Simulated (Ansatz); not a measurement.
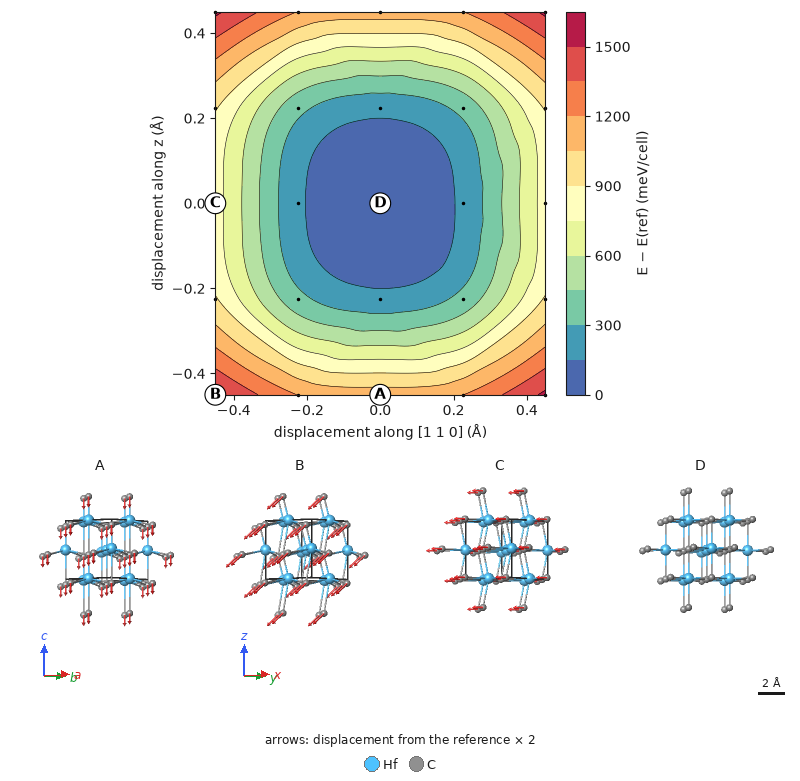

Crystalline HfC (Fm-3m): the C atom (one in each cell of 2 atoms) is moved over the plane of the Cartesian directions [1 1 0] and z, all else fixed. The map is interpolated between the computed points (dots). The lettered frames are marked on it. A ball-and-stick model of the conventional cell (4 times the calculation's cell), seen nearly along the normal of the scanned plane. Red arrows: displacements from the reference. Lengths and directions refer to the drawn axes.

The calculation used DFT PBE, scalar-relativistic, plane waves, PAW in Ansatz. (plane-wave cutoff 420 eV; k-point mesh 18 × 18 × 18; occupations gaussian; smearing width 0.15 eV; no spin polarisation). Energies (free energies at the smearing named) are counted from the cell as listed in its source, which wasn't relaxed.

Q: Describe the energy landscape.

A: In pairs of (displacement along [1 1 0] (Å); displacement along z (Å)): the lowest computed point lies at (0.000, 0.000) (0 meV/cell), the highest at (−0.450, −0.450), (0.450, 0.450), (0.450, −0.450), (−0.450, 0.450) (1529 meV/cell).  Over the ranges scanned the energy rises by about as much along both axes. The frames lie at A (0.000, −0.450): 1125 meV/cell, B (−0.450, −0.450): 1529 meV/cell, C (−0.450, 0.000): 813 meV/cell, D (0.000, 0.000): 0 meV/cell.
